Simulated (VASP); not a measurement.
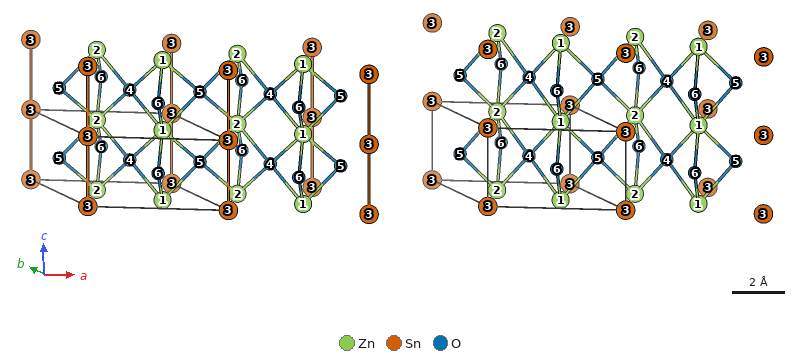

Two geometries of a crystal of Zn2SnO3 (a generated structure, set up in C2/m), drawn at one scale. One is the start of a relaxation, the other its converged end. The picture is a ball-and-stick view of the cell of the calculation, repeated 2 × 1 × 2 with one cell outlined, seen slightly off an axis.

These are results of Kohn-Sham DFT of a periodic cell, PBE, VASP PAW PBE potentials, recommended (VASP 6.6.1), not measurements. Set-up: plane-wave cutoff 520 eV; k-point mesh 3 × 3 × 4; occupations gaussian; smearing width 0.15 eV; no spin polarisation.

**Which of the two is the end point?**

The left one is the relaxed one. The run lets cell and atoms move. The largest moves relative to the cell, 0.022 Å, are those of Zn1 and Zn2. Zn2 goes along [−1 1 0]. Sn and O stay in place. The volume changes by −7.2 %, with a = b 5.431 → 5.542 Å (+2.0 %), c 3.147 → 2.807 Å (−10.8 %), α 90.2° → 90.3°, β 90.2° → 90.3°. Some distances before and after: Sn3–Sn3 3.147 → 2.807 Å, Zn1–O5 2.226 → 2.121 Å, Zn1–O5 (another image) 2.238 → 2.140 Å, Zn1–O4 2.203 → 2.125 Å. Among the angles between lasting bonds that change: O4–Zn1–O4 91.2° → 82.7°, Zn1–O4–Zn1 91.2° → 82.7°, Zn1–O4–Zn2 88.8° → 97.3°. The space group stays C2/m (No. 12). After 6 geometry steps the energy has fallen by 156 meV per atom. The largest force component goes from 0.2 to 0.034 eV/Å. The pressure goes from −8.98 to 0.49 GPa.
